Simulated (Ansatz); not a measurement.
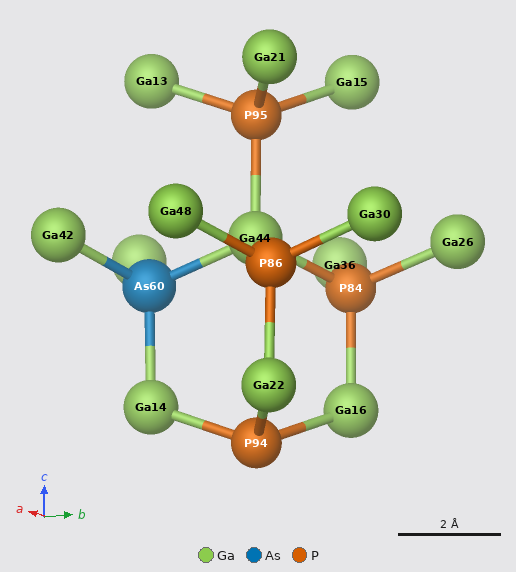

A crystal of Ga₄₈As₃₃P₁₅ (a generated structure, set up in P1), before the relaxation. The picture is a ball-and-stick view of the atoms within 4.2 Å of the atom that moves most (axes of the cell of the calculation), seen from a free direction.

Theory: DFT, PBEsol, PAW, plane waves (Ansatz 0.2.0).

Settings: plane-wave cutoff 420 eV; k-point mesh 1 × 1 × 1; mesh shifted by (0.25, 0.25, 0.25); no spin polarisation; cell relaxed at fixed alpha, beta, gamma; force threshold 0.03 eV/Å; at most 80 steps.

```
Ga As P
1.0
    11.82219    0.00000    0.00000
     0.00000   13.65109    0.00000
     0.00000    0.00000   12.98307
Ga As P
48 33 15
Direct
  0.00165 0.16704 0.99878
  0.99932 0.16712 0.49866
  0.33159 0.16620 0.00083
  0.33547 0.16420 0.49935
  0.16686 0.41704 0.00101
  0.16691 0.41664 0.50256
  0.00128 0.66571 0.99966
  0.00170 0.66654 0.50165
  0.66324 0.16547 0.99722
  0.66556 0.16589 0.49987
  0.49883 0.41725 0.00194
  0.49934 0.41701 0.50082
  0.33063 0.66633 0.99922
  0.33423 0.66667 0.50130
  0.16738 0.91869 0.00188
  0.16676 0.91663 0.50089
  0.83313 0.41642 0.00116
  0.83518 0.41484 0.50070
  0.66676 0.66529 0.00188
  0.66776 0.66817 0.50111
  0.50224 0.91834 0.99991
  0.50398 0.91769 0.49864
  0.83343 0.91820 0.00064
  0.83531 0.91556 0.50206
  0.16625 0.08268 0.25050
  0.16881 0.08528 0.74781
  0.00197 0.33474 0.24785
  0.00088 0.33267 0.75092
  0.49873 0.08540 0.24986
  0.49902 0.08244 0.75017
  0.33498 0.33361 0.24995
  0.32962 0.33272 0.75182
  0.16897 0.58291 0.25021
  0.16758 0.58368 0.74855
  0.99993 0.83201 0.24963
  0.99837 0.83385 0.74946
  0.83233 0.08328 0.25189
  0.83171 0.08316 0.74852
  0.66890 0.33466 0.24781
  0.66161 0.33210 0.74970
  0.50102 0.58693 0.24983
  0.49683 0.58381 0.74942
  0.33161 0.83440 0.24813
  0.33249 0.83019 0.74879
  0.83359 0.58369 0.24905
  0.83251 0.58199 0.75187
  0.66411 0.83302 0.25173
  0.66681 0.83420 0.74974
  0.00133 0.16885 0.18749
  0.99987 0.16521 0.68968
  0.33284 0.16744 0.18831
  0.33215 0.16827 0.68701
  0.16724 0.41640 0.18369
  0.16336 0.41682 0.68988
  0.99822 0.66770 0.68619
  0.66781 0.16675 0.19056
  0.66404 0.16408 0.68803
  0.50246 0.41643 0.18800
  0.49782 0.41817 0.68798
  0.33664 0.66490 0.68588
  0.16416 0.91808 0.18786
  0.83478 0.41645 0.18804
  0.83538 0.41490 0.68835
  0.66978 0.66824 0.18586
  0.49977 0.91797 0.18505
  0.83541 0.91669 0.18410
  0.16673 0.08456 0.93810
  0.00032 0.33156 0.93805
  0.50070 0.08355 0.93731
  0.16883 0.58260 0.43726
  0.16625 0.58368 0.93885
  0.99894 0.83278 0.43700
  0.83559 0.08670 0.43489
  0.83424 0.08532 0.93965
  0.66830 0.33433 0.43661
  0.66803 0.33146 0.93700
  0.50045 0.58351 0.43429
  0.49930 0.58377 0.93818
  0.83345 0.58381 0.93764
  0.66786 0.83536 0.43696
  0.66645 0.83139 0.93492
  0.00147 0.66602 0.18688
  0.33403 0.66646 0.18586
  0.16713 0.91651 0.68777
  0.66570 0.66849 0.68509
  0.50196 0.92038 0.68528
  0.83136 0.91675 0.68831
  0.16683 0.08524 0.43820
  0.00027 0.33382 0.43570
  0.49958 0.08248 0.43470
  0.33029 0.33477 0.44021
  0.33410 0.33320 0.93790
  0.99855 0.83292 0.93545
  0.33335 0.83223 0.43642
  0.33183 0.83147 0.93724
  0.83224 0.58265 0.43718
```

### Predict the outcome.

Ga44 moves most relative to the cell: 0.12 Å along [0 2 1]. Largest moves by element: Ga 0.12 Å, As 0.09 Å, P 0.09 Å. The volume changes by −0.1 %, with a 11.822 → 11.794 Å (−0.2 %), b 13.651 → 13.659 Å (+0.1 %), c 12.983 → 12.994 Å (+0.1 %). Among the contacts that change: Ga21–P95 2.475 → 2.367 Å, Ga44–P86 2.492 → 2.386 Å, Ga42–As60 2.344 → 2.436 Å, Ga22–P94 2.466 → 2.375 Å. Among the angles between lasting bonds that change: Ga44–P86–Ga48 107.0° → 111.0°, As60–Ga44–P84 111.3° → 107.7°, Ga13–P95–Ga44 109.2° → 112.6°. The space group stays P1 (No. 1). Over 4 geometry steps the energy falls by 1.558 eV per cell of the calculation. The largest force component goes from 1.2 to 0.02 eV/Å. The pressure goes from 0.16 to 0.00 GPa. The run took 17 s on 1 × NVIDIA GB300 Max-Q with 8 threads of Arm Neoverse-V2, peak memory 2.6 GiB.

After the run, drawn alike:

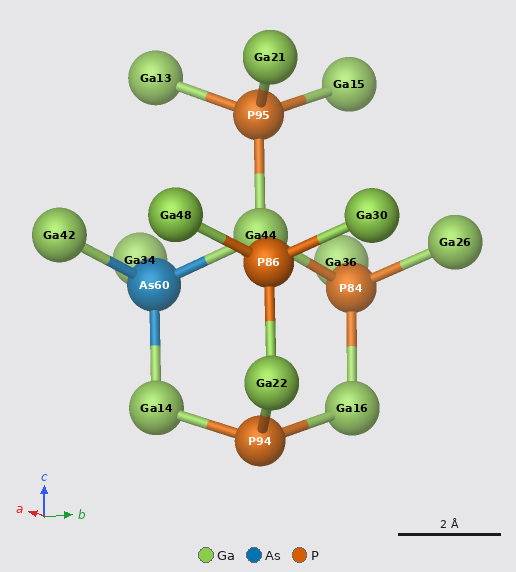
